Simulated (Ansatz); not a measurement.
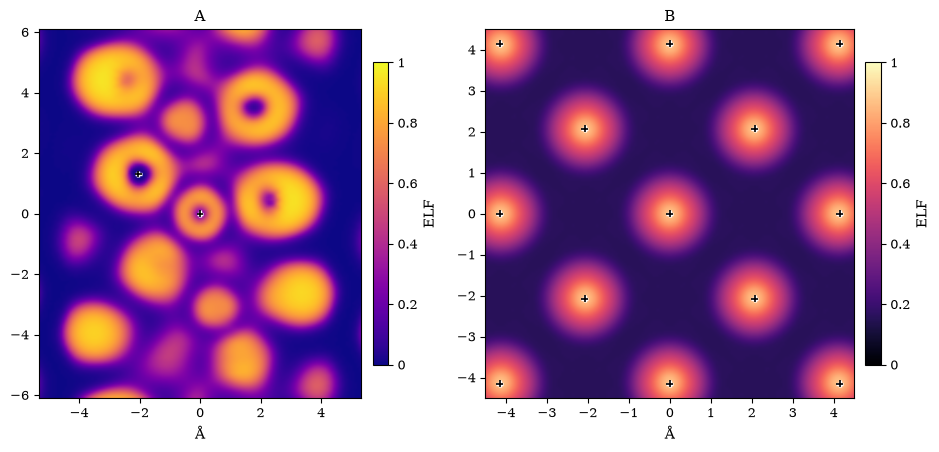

The ELF of 2 systems, each on a plane through atoms (crosses mark nuclei in the plane).

The calculation used DFT PBE, scalar-relativistic, plane waves, PAW (Ansatz).

System 1: Ag, the (100) plane of the conventional cell. Space group Fm-3m; computed without spin polarisation.

```yaml
crystal:
  lattice:
    - [4.14718, 0.00000, 0.00000]
    - [0.00000, 4.14718, 0.00000]
    - [0.00000, 0.00000, 4.14718]
  atoms:
    - { symbol: Ag, position: [0.00000, 0.00000, 0.00000] }
    - { symbol: Ag, position: [0.50000, 0.50000, 0.00000] }
    - { symbol: Ag, position: [0.50000, 0.00000, 0.50000] }
    - { symbol: Ag, position: [0.00000, 0.50000, 0.50000] }
```

System 2: Mo13S25 (cell with a defect), the (110) plane of the calculation cell. Computed without spin polarisation.

```cif
data_structure
_symmetry_space_group_name_H-M 'P 1'
_symmetry_Int_Tables_number 1
_cell_length_a 9.9645
_cell_length_b 9.9645
_cell_length_c 9.9645
_cell_angle_alpha 70.376
_cell_angle_beta 70.376
_cell_angle_gamma 70.376
_cell_volume 849.60
loop_
_atom_site_label
_atom_site_type_symbol
_atom_site_fract_x
_atom_site_fract_y
_atom_site_fract_z
_atom_site_occupancy
Mo1 Mo 0.07717 0.69255 0.23101 1
Mo2 Mo 0.00099 0.00101 0.99967 1
Mo3 Mo 0.15506 0.38099 0.46184 1
Mo4 Mo 0.30799 0.77044 0.91945 1
Mo5 Mo 0.38563 0.46121 0.15484 1
Mo6 Mo 0.53278 0.84855 0.61149 1
Mo7 Mo 0.76560 0.92338 0.30890 1
Mo8 Mo 0.23317 0.07302 0.68662 1
Mo9 Mo 0.45764 0.14816 0.38702 1
Mo10 Mo 0.61652 0.54060 0.84601 1
Mo11 Mo 0.69217 0.23191 0.07906 1
Mo12 Mo 0.84583 0.61638 0.53947 1
Mo13 Mo 0.92521 0.30755 0.77037 1
S1 S 0.40405 0.39515 0.40823 1
S2 S 0.55427 0.79557 0.85824 1
S3 S 0.70439 0.16966 0.33403 1
S4 S 0.77976 0.86977 0.55789 1
S5 S 0.94271 0.24972 0.02076 1
S6 S 0.18019 0.31978 0.70812 1
S7 S 0.63434 0.48230 0.09656 1
S8 S 0.86692 0.55810 0.78818 1
S9 S 0.01687 0.94205 0.25050 1
S10 S 0.09665 0.63225 0.48051 1
S11 S 0.25438 0.01943 0.93361 1
S12 S 0.32667 0.71203 0.17071 1
S13 S 0.33761 0.95300 0.49146 1
S14 S 0.26459 0.26124 0.26163 1
S15 S 0.41883 0.64705 0.72209 1
S16 S 0.56825 0.03421 0.18551 1
S17 S 0.64586 0.72317 0.41844 1
S18 S 0.80220 0.11121 0.88025 1
S19 S 0.03167 0.18363 0.57267 1
S20 S 0.49583 0.34179 0.95604 1
S21 S 0.72640 0.41758 0.64967 1
S22 S 0.87899 0.80285 0.10938 1
S23 S 0.95554 0.49438 0.34131 1
S24 S 0.10779 0.87998 0.79970 1
S25 S 0.18746 0.57092 0.03284 1
```

Q: Match each panel to its system.

A: Panel A is system 2, Mo13S25: the plane holds Mo and S. Mo–S (2.43 Å): the ELF peaks at about 0.85 in the valence shell of S, 0.8 Å from its nucleus, and is about 0.45 at the midpoint. Panel B is system 1, Ag: the plane holds Ag. Ag–Ag (2.93 Å): the ELF is about 0.15 at the midpoint; no localised pair shows between them.
